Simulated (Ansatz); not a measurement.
## Geometry relaxation, with input and output: Al3Cu2 (part 1 of 2)

The run: geometry relaxation of Al3Cu2 (P-3m1, 5 atoms in the cell). Method and program: DFT PBEsol+D4, scalar-relativistic, plane waves, PAW, no spin polarisation (Ansatz 0.2.0).

The structure derives from a Materials Project entry. It belongs to a series of runs on one base structure; here: dispersion relaxed: D4. Figures and captions count atoms from 1; the log counts them from 0 in places.

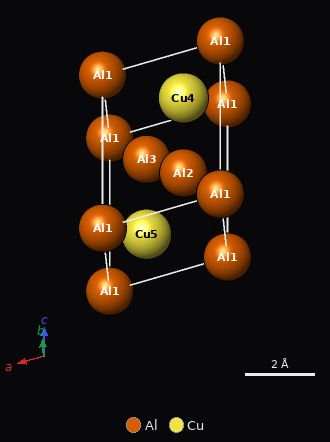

*The input geometry (spheres-only view of the cell of the calculation, seen at an oblique angle; atoms are numbered from 1 in the order of the input). An atom can appear more than once, as a periodic image.*

**The input**
```yaml
crystal:
  lattice:
    - [4.0919516368, 0.0, 0.0]
    - [-2.0459758184, 3.5437340685, 0.0]
    - [0.0, 0.0, 4.9927787]
  atoms:
    - { symbol: Al, position: [0.0, 0.0, 0.0] }
    - { symbol: Al, position: [0.3333333333, 0.6666666667, 0.34992535] }
    - { symbol: Al, position: [0.6666666667, 0.3333333333, 0.65007465] }
    - { symbol: Cu, position: [0.3333333333, 0.6666666667, 0.83951213] }
    - { symbol: Cu, position: [0.6666666667, 0.3333333333, 0.16048787] }
basis:
  ecutwfc: 420
kpoints:
  mp_grid: { grid: [12, 12, 8] }
hamiltonian:
  xc: pbesol
  dispersion: d4
scf:
  occupations: { method: gaussian, width: 0.1 }
output:
  forces: true
  stress: true
  eigenvalues: true
  write_density: true
  write_potential: true
  elf: true
  volumetric_format: npy
relax:
  adjacent_minimum: "off"
  f_tol: 0.01
  max_steps: 60
  cell: { stress_tol: 0.05 }
```

Run on 1 thread of Intel Xeon @ 2.70GHz, 189 GiB of memory available, shared host.

Launch command:
```bash
ansatz run input.yaml --threads 1 --pin off --max-ram 2560MiB --backend cpu --events-out ev --progress --plain --runs-dir out
```

**What the program printed**
```
Engine: ansatz 0.2.0, x86_64-unknown-linux-gnu
Pseudopotentials: kind: paw
Pseudopotential: Al, paw, valence charge 3, recommended cutoff 420 eV (normal), Al.paw.azcp
Pseudopotential: Cu, paw, valence charge 19, recommended cutoff 420 eV (normal), Cu.paw.azcp
Functional definition: PBEsol
  exchange = pbesol_x
  correlation = pbesol_c
Crystal: 5 atoms, lattice volume = 72.399 Å³
Basis set: ecut = 420 eV, 1397 PW (Γ), exchange–correlation on 60×60×72 points (8 copies of the dense FFT grid, shifted against one another)
Bands: 29, of which v1, the nominal top of the filled ones, is band 24 counted from 1 (23 counted from 0)
Symmetry: 12 space group operations
Space group: P-3m1 (ITA 164), of the structure as read, at distance tolerance 4.2e-5 Å
k-points: 131 of 1152
Non-local potential: Al, projectors of the file, l = 0: 2, l = 1: 2, l = 2: 1
Non-local potential: Cu, projectors of the file, l = 0: 3, l = 1: 2, l = 2: 3, l = 3: 1
PAW form: soft (Blöchl's): semilocal exchange-correlation on the pseudo side does not see the compensation charge
PAW frozen core: Al, regenerated for the run's functional, and the local potential with it (the file was generated under x = pbe(κ = 0.804, μ = 0.2195149727645171), c = pbe(β = 0.06672455060314922))
PAW frozen core: Cu, regenerated for the run's functional, and the local potential with it (the file was generated under x = pbe(κ = 0.804, μ = 0.2195149727645171), c = pbe(β = 0.06672455060314922))
PAW one-centre angular grid: Al, 110 points (default); XC on 64 Gauss nodes
PAW one-centre angular grid: Cu, 590 points (default); XC on 64 Gauss nodes
Initial density: superposition of atomic densities (neutral atoms: chi_scale 0, normalization atom), corrected by the library's trained network
Initial wavefunctions: pseudopotential atomic-orbital guess
Functional: x = pbesol(κ = 0.804, μ = 0.12345679012345678), c = pbesol(β = 0.046)
SCF iter   1: F=—  HF=-14753.255875 eV  |F-HF|=—  |Δ(HF+E_count)|=         —  Δρ=1.14e-2  dr2=5.83e-2  ethr=1.77e-3  ⟨swp⟩=6.3  Hψ=17002  notcnv=0
preconditioner: auto → Kerker (q_TF=auto, 2.539 Å⁻¹)  [metal: Δε(μ)=0.017 eV  Ē_g=7.561 eV  σ=0.100 eV  W_gap=0.10  n_scr=22 (ndim 8)  ℏωp=24.3 eV  f_vac=0.001  D(μ)=1.34/eV (n_scr^D=8)]
SCF iter   2: F=—  HF=-14753.245521 eV  |F-HF|=—  |Δ(HF+E_count)|=   1.04e-2  Δρ=1.57e-3  dr2=3.04e-3  ethr=1.24e-4  ⟨swp⟩=2.0  Hψ=6998  notcnv=0  defer=114
SCF iter   3: F=—  HF=-14753.244661 eV  |F-HF|=—  |Δ(HF+E_count)|=   8.60e-4  Δρ=1.55e-3  dr2=2.60e-3  ethr=6.47e-6  ⟨swp⟩=2.0  Hψ=4922  notcnv=0  defer=114
SCF iter   4: F=—  HF=-14753.244176 eV  |F-HF|=—  |Δ(HF+E_count)|=   4.85e-4  Δρ=6.49e-4  dr2=6.14e-4  ethr=5.53e-6  ⟨swp⟩=1.0  Hψ=3661  notcnv=0  defer=114
SCF iter   5: F=—  HF=-14753.244041 eV  |F-HF|=—  |Δ(HF+E_count)|=   1.35e-4  Δρ=1.59e-4  dr2=3.98e-5  ethr=1.31e-6  ⟨swp⟩=2.0  Hψ=4508  notcnv=0  defer=114
SCF iter   6: F=—  HF=-14753.244026 eV  |F-HF|=—  |Δ(HF+E_count)|=   1.51e-5  Δρ=4.26e-5  dr2=2.13e-6  ethr=8.46e-8  ⟨swp⟩=2.3  Hψ=5411  notcnv=0  defer=114
SCF iter   7: F=-14753.244026 eV  HF=-14753.244026 eV  |F-HF|=2.53e-8  |Δ(HF+E_count)|=   2.54e-7  Δρ=1.02e-5  dr2=6.79e-8  ethr=2.13e-10  ⟨swp⟩=9.8  Hψ=27357  notcnv=0
SCF 1 converged in 7 iterations: F = -14753.244026 eV  dr2 = 6.79e-8
  greatest PAW one-centre occupation: 1.000 electrons in one spin orbital (limit 2), on the Cu atom at site 4 (counted from 0), in its partial waves of l = 0
relax step   1: F+E_penalty+E_count = -14753.24402592 eV  Δ(F+E_penalty+E_count) = +0.000e0 eV  max|allowed force component| = 5.954e-2 eV/Å  Δτ_max = 0.0000 Å  P = -2.320 GPa  Ω = 72.399 Å³  (7 SCF iters, dr2 threshold 1.00e-7 eV, accepted)
Crystal: 5 atoms, lattice volume = 71.411 Å³
Basis set: ecut = 420 eV, 1385 PW (Γ), exchange–correlation on 60×60×72 points (8 copies of the dense FFT grid, shifted against one another)
Initial density: handed on by an earlier stage of this run
Initial wavefunctions: those handed on with the density
iter 1 solved again at ethr=3.65e-5 eV; its pass at ethr=3.10e-3 eV (dr2=1.72e-2 eV) is discarded
SCF iter   1: F=—  HF=-14753.258003 eV  |F-HF|=—  |Δ(HF+E_count)|=         —  Δρ=5.56e-3  dr2=1.68e-2  ethr=3.65e-5  ⟨swp⟩=1.0  Hψ=18444  notcnv=0
preconditioner: auto → Kerker (q_TF=auto, 2.545 Å⁻¹)  [metal: Δε(μ)=0.007 eV  Ē_g=7.676 eV  σ=0.100 eV  W_gap=0.04  n_scr=22 (ndim 8)  ℏωp=24.5 eV  f_vac=0.000  D(μ)=1.30/eV (n_scr^D=8)]
SCF iter   2: F=—  HF=-14753.255446 eV  |F-HF|=—  |Δ(HF+E_count)|=   2.56e-3  Δρ=9.28e-4  dr2=6.42e-4  ethr=3.56e-5  ⟨swp⟩=2.1  Hψ=4914  notcnv=0
SCF iter   3: F=—  HF=-14753.255045 eV  |F-HF|=—  |Δ(HF+E_count)|=   4.00e-4  Δρ=8.11e-4  dr2=5.49e-4  ethr=1.37e-6  ⟨swp⟩=2.0  Hψ=5611  notcnv=0
SCF iter   4: F=—  HF=-14753.254944 eV  |F-HF|=—  |Δ(HF+E_count)|=   1.01e-4  Δρ=1.88e-4  dr2=1.38e-5  ethr=1.17e-6  ⟨swp⟩=2.2  Hψ=5083  notcnv=0
SCF iter   5: F=—  HF=-14753.254950 eV  |F-HF|=—  |Δ(HF+E_count)|=   6.13e-6  Δρ=2.31e-5  dr2=4.78e-7  ethr=2.93e-8  ⟨swp⟩=2.0  Hψ=6852  notcnv=0
SCF iter   6: F=-14753.254950 eV  HF=-14753.254950 eV  |F-HF|=2.19e-8  |Δ(HF+E_count)|=   1.25e-7  Δρ=7.74e-6  dr2=7.35e-8  ethr=1.02e-9  ⟨swp⟩=6.5  Hψ=24191  notcnv=0
SCF 2 converged in 6 iterations: F = -14753.254950 eV  dr2 = 7.35e-8
relax step   2: F+E_penalty+E_count = -14753.25495020 eV  Δ(F+E_penalty+E_count) = -1.092e-2 eV  max|allowed force component| = 4.971e-2 eV/Å  Δτ_max = 0.0053 Å  P = -0.777 GPa  Ω = 71.411 Å³  energy of the carried Pulay correction = +4.220e-4 eV  (6 SCF iters, dr2 threshold 5.00e-7 eV, accepted)
Crystal: 5 atoms, lattice volume = 70.893 Å³
iter 1 solved again at ethr=1.01e-5 eV; its pass at ethr=3.10e-3 eV (dr2=4.74e-3 eV) is discarded
SCF iter   1: F=—  HF=-14753.258002 eV  |F-HF|=—  |Δ(HF+E_count)|=         —  Δρ=3.12e-3  dr2=5.02e-3  ethr=1.01e-5  ⟨swp⟩=1.3  Hψ=15734  notcnv=0
preconditioner: auto → Kerker (q_TF=auto, 2.548 Å⁻¹)  [metal: Δε(μ)=0.015 eV  Ē_g=7.744 eV  σ=0.100 eV  W_gap=0.08  n_scr=22 (ndim 8)  ℏωp=24.6 eV  f_vac=0.000  D(μ)=1.29/eV (n_scr^D=8)]
SCF iter   2: F=—  HF=-14753.257132 eV  |F-HF|=—  |Δ(HF+E_count)|=   8.70e-4  Δρ=7.66e-4  dr2=3.21e-4  ethr=1.01e-5  ⟨swp⟩=2.1  Hψ=4870  notcnv=0
SCF iter   3: F=—  HF=-14753.256965 eV  |F-HF|=—  |Δ(HF+E_count)|=   1.67e-4  Δρ=5.21e-4  dr2=1.85e-4  ethr=6.83e-7  ⟨swp⟩=2.1  Hψ=5594  notcnv=0
SCF iter   4: F=—  HF=-14753.256929 eV  |F-HF|=—  |Δ(HF+E_count)|=   3.56e-5  Δρ=1.21e-4  dr2=4.95e-6  ethr=3.93e-7  ⟨swp⟩=2.2  Hψ=5516  notcnv=0
iter 5 did not close the SCF: its close was put off for the readings that it lacked (scf_convergence_deferred on its scf_iter line)
SCF iter   5: F=-14753.256933 eV  HF=-14753.256933 eV  |F-HF|=3.14e-8  |Δ(HF+E_count)|=   3.79e-6  Δρ=1.63e-5  dr2=2.24e-7  ethr=1.05e-8  ⟨swp⟩=2.0  Hψ=5684  notcnv=0
SCF iter   6: F=-14753.256933 eV  HF=-14753.256933 eV  |F-HF|=2.44e-8  |Δ(HF+E_count)|=   6.77e-8  Δρ=5.55e-6  dr2=4.61e-8  ethr=4.76e-10  ⟨swp⟩=6.3  Hψ=24058  notcnv=0
SCF 3 converged in 6 iterations: F = -14753.256933 eV  dr2 = 4.61e-8
relax step   3: F+E_penalty+E_count = -14753.25693319 eV  Δ(F+E_penalty+E_count) = -1.983e-3 eV  max|allowed force component| = 1.869e-2 eV/Å  Δτ_max = 0.0069 Å  P = +0.080 GPa  Ω = 70.893 Å³  energy of the carried Pulay correction = +6.459e-4 eV  (6 SCF iters, dr2 threshold 5.00e-7 eV, accepted)
Crystal: 5 atoms, lattice volume = 70.919 Å³
iter 1 solved again at ethr=1.30e-7 eV; its pass at ethr=3.10e-3 eV (dr2=6.12e-5 eV) is discarded
SCF iter   1: F=—  HF=-14753.257012 eV  |F-HF|=—  |Δ(HF+E_count)|=         —  Δρ=3.96e-4  dr2=6.30e-5  ethr=1.30e-7  ⟨swp⟩=2.0  Hψ=15531  notcnv=0
preconditioner: auto → Kerker (q_TF=auto, 2.547 Å⁻¹)  [metal: Δε(μ)=0.014 eV  Ē_g=7.763 eV  σ=0.100 eV  W_gap=0.08  n_scr=22 (ndim 8)  ℏωp=24.6 eV  f_vac=0.000  D(μ)=1.29/eV (n_scr^D=8)]
SCF iter   2: F=—  HF=-14753.256992 eV  |F-HF|=—  |Δ(HF+E_count)|=   2.00e-5  Δρ=1.97e-4  dr2=1.52e-5  ethr=1.30e-7  ⟨swp⟩=2.0  Hψ=5773  notcnv=0
SCF iter   3: F=—  HF=-14753.256984 eV  |F-HF|=—  |Δ(HF+E_count)|=   7.55e-6  Δρ=9.68e-5  dr2=4.45e-6  ethr=3.23e-8  ⟨swp⟩=2.0  Hψ=6523  notcnv=0
SCF iter   4: F=—  HF=-14753.256983 eV  |F-HF|=—  |Δ(HF+E_count)|=   1.05e-6  Δρ=1.36e-5  dr2=1.24e-7  ethr=9.47e-9  ⟨swp⟩=2.1  Hψ=5564  notcnv=0
iter 5 did not close the SCF: its close was put off for the readings that it lacked (scf_convergence_deferred on its scf_iter line)
SCF iter   5: F=-14753.256983 eV  HF=-14753.256983 eV  |F-HF|=2.92e-9  |Δ(HF+E_count)|=   1.72e-8  Δρ=2.05e-6  dr2=5.40e-9  ethr=2.65e-10  ⟨swp⟩=2.2  Hψ=5876  notcnv=0
SCF iter   6: F=-14753.256983 eV  HF=-14753.256983 eV  |F-HF|=7.13e-10  |Δ(HF+E_count)|=  3.98e-10  Δρ=8.60e-7  dr2=1.03e-9  ethr=1.15e-11  ⟨swp⟩=5.1  Hψ=20778  notcnv=0
SCF 4 converged in 6 iterations: F = -14753.256983 eV  dr2 = 1.03e-9
relax step   4: F+E_penalty+E_count = -14753.25698336 eV  Δ(F+E_penalty+E_count) = -5.017e-5 eV  max|allowed force component| = 6.160e-3 eV/Å  Δτ_max = 0.0021 Å  P = +0.029 GPa  Ω = 70.919 Å³  energy of the carried Pulay correction = +6.347e-4 eV  (6 SCF iters, dr2 threshold 2.18e-8 eV, accepted)
Initial wavefunctions: pseudopotential atomic-orbital guess (no wavefunctions were taken with the density)
iter 1 solved again at ethr=1.10e-7 eV; its pass at ethr=3.10e-3 eV (dr2=5.15e-5 eV) is discarded
SCF iter   1: F=—  HF=-14753.256401 eV  |F-HF|=—  |Δ(HF+E_count)|=         —  Δρ=3.13e-5  dr2=7.86e-8  ethr=1.10e-7  ⟨swp⟩=3.0  Hψ=26626  notcnv=0
preconditioner: auto → Kerker (q_TF=auto, 2.547 Å⁻¹)  [metal: Δε(μ)=0.014 eV  Ē_g=7.762 eV  σ=0.100 eV  W_gap=0.08  n_scr=22 (ndim 8)  ℏωp=24.6 eV  f_vac=0.000  D(μ)=1.29/eV (n_scr^D=8)]
SCF iter   2: F=—  HF=-14753.256395 eV  |F-HF|=—  |Δ(HF+E_count)|=   6.10e-6  Δρ=1.57e-5  dr2=4.49e-8  ethr=1.67e-10  ⟨swp⟩=2.2  Hψ=6270  notcnv=0
SCF iter   3: F=—  HF=-14753.256395 eV  |F-HF|=—  |Δ(HF+E_count)|=   1.73e-8  Δρ=6.68e-6  dr2=5.40e-9  ethr=9.56e-11  ⟨swp⟩=1.4  Hψ=4483  notcnv=0
SCF iter   4: F=—  HF=-14753.256395 eV  |F-HF|=—  |Δ(HF+E_count)|=   2.09e-9  Δρ=2.05e-6  dr2=5.62e-10  ethr=1.15e-11  ⟨swp⟩=2.0  Hψ=5185  notcnv=0
iter 5 did not close the SCF: its close was put off for the readings that it lacked (scf_convergence_deferred on its scf_iter line)
SCF iter   5: F=-14753.256395 eV  HF=-14753.256395 eV  |F-HF|=1.82e-12  |Δ(HF+E_count)|=  2.96e-10  Δρ=4.90e-7  dr2=2.35e-11  ethr=1.19e-12  ⟨swp⟩=1.7  Hψ=4985  notcnv=0
SCF iter   6: F=-14753.256395 eV  HF=-14753.256395 eV  |F-HF|=3.64e-12  |Δ(HF+E_count)|=  1.27e-11  Δρ=6.50e-8  dr2=9.89e-13  ethr=1.00e-12  ⟨swp⟩=4.1  Hψ=15980  notcnv=0
SCF 5 converged in 6 iterations: F = -14753.256395 eV  dr2 = 9.89e-13
relax step   5: F+E_penalty+E_count = -14753.25639540 eV  Δ(F+E_penalty+E_count) = +5.880e-4 eV  max|allowed force component| = 6.144e-3 eV/Å  Δτ_max = 0.0000 Å  P = +0.022 GPa  Ω = 70.919 Å³  stress off target by 2.89e-2 GPa  SCF on the basis re-selected at this cell (its energy is not comparable with the rows above)  (6 SCF iters)
```

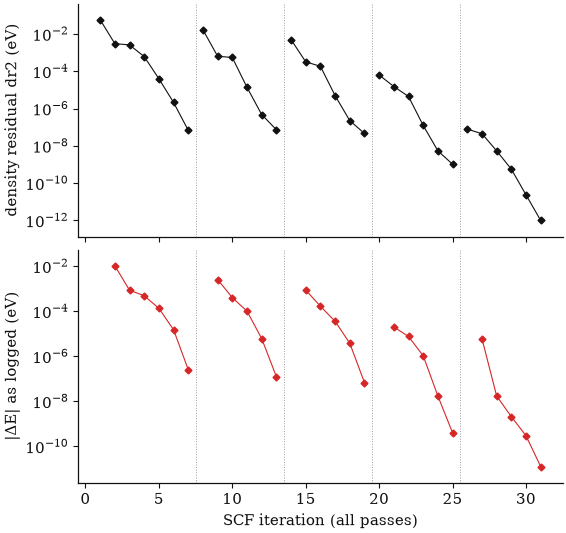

*Convergence of the self-consistent field: density residual dr2 and size of the energy change against the SCF iteration. The dotted lines part the SCF passes of the relaxation: geometry steps, rejected trials and re-solves on a re-selected basis.*

The 5 passes take 6 to 7 iterations each, 31 in all.

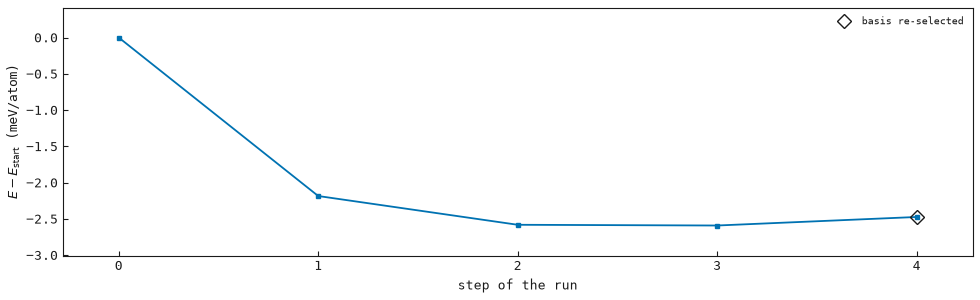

*Progress of the relaxation, step by step (the first geometry is step 0 here and step 1 in the log).*
